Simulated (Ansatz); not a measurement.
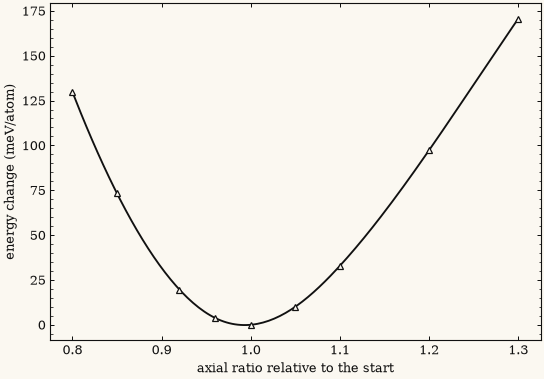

The picture above shows the energy change against relative axial ratio for Ti, space group P6_3/mmc (No. 194).

Starting cell:
```xyz
2
Lattice="2.9500 0.0000 0.0000 -1.4750 2.5548 0.0000 0.0000 0.0000 4.6860" Properties=species:S:1:pos:R:3 pbc="T T T"
Ti    0.0000    1.7032    1.1715
Ti    1.4750    0.8516    3.5145
```

Computed with Ansatz 0.2.0: deformation of a crystal at fixed volume, lengths along the axis scaled against those across it, fractional coordinates fixed, by plane-wave density functional theory with PAW datasets, free energies less that of the undisturbed cell, pressure positive in compression; scalar-relativistic. Level: LDA, no spin polarisation.

- wave cutoff: 420 eV
- k mesh: 21×21×12
- occupations: Gaussian
- smearing width: 0.15 eV
- k shift: (0, 0, 0) (mesh steps)
- start: as given
- path: axial
- axis direction: (0, 0, 1) (Cartesian unit vector)

From this curve and the settings, what does the calculation give for the pressure at the same points?

The pressure goes from −8.512 GPa at relative axial ratio 0.80 to −9.328 GPa at 1.30, not monotonically, with a low of −9.931 GPa at 1.05.

| axial ratio relative to the start | pressure (GPa) |
| --- | --- |
| 0.80 | −8.512 |
| 0.85 | −9.013 |
| 0.92 | −9.566 |
| 0.96 | −9.794 |
| 1.00 | −9.916 |
| 1.05 | −9.931 |
| 1.10 | −9.862 |
| 1.20 | −9.823 |
| 1.30 | −9.328 |

Caveats: reference crystal is not relaxed; shape and atomic fractions are frozen while scaling, which makes layered, chain and framework solids too stiff.
